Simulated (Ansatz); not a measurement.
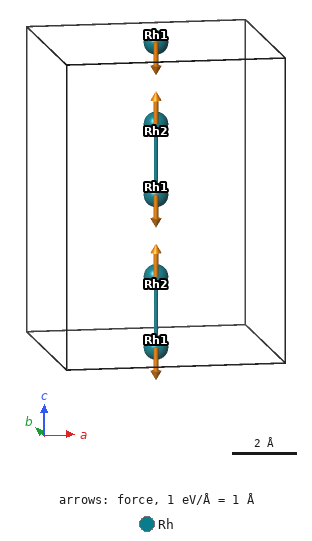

Starting geometry of a wire of composition Rh with the computed forces as orange arrows. The picture is a ball-and-stick view of the 2 repeat of the cell, with the vacuum cut short, seen slightly off an axis.

Case: dimerised chain of atoms.

All numbers below come from Ansatz, DFT PBE, scalar-relativistic, plane waves, PAW. Set-up: plane-wave cutoff 420 eV; k-point mesh 1 × 1 × 13; occupations gaussian; smearing width 0.05 eV; collinear spin; cell relaxed at fixed a, b, alpha, beta, gamma; force threshold 0.01 eV/Å; at most 45 steps.

### What follows when this structure is relaxed?

It isn't relaxed: the largest force vector, on Rh atoms, is 1.05 eV/Å. The atoms end up moving mostly along the starting forces (cosine between the two patterns 1.00). The largest moves relative to the layer's centre, 0.078 Å, are those of Rh1 and Rh2. Along the periodic axis the drawn cell goes c 9.750 → 8.968 Å (−8.0 %). Near-neighbour distances that change, for instance: Rh1–Rh2 2.608 → 2.242 Å, Rh1–Rh2 (another image) 2.267 → 2.242 Å. After 3 accepted moves (4 points after the start) the energy has fallen by 0.505 eV per cell of the calculation. Largest force component: 1.1 eV/Å at the start, 0.0011 eV/Å at the end. The SCF was repeated once at an unchanged geometry on a basis and grid sized afresh for the cell, which shifted the energy by 4.0 meV per cell of the calculation at most. The run took 44 s on 2 threads of AMD EPYC 7R13 Processor (Zen 3), on a shared host, peak memory 0.67 GiB.

Limits of the set-up: the k-point mesh is coarse for a cell with partly filled bands.
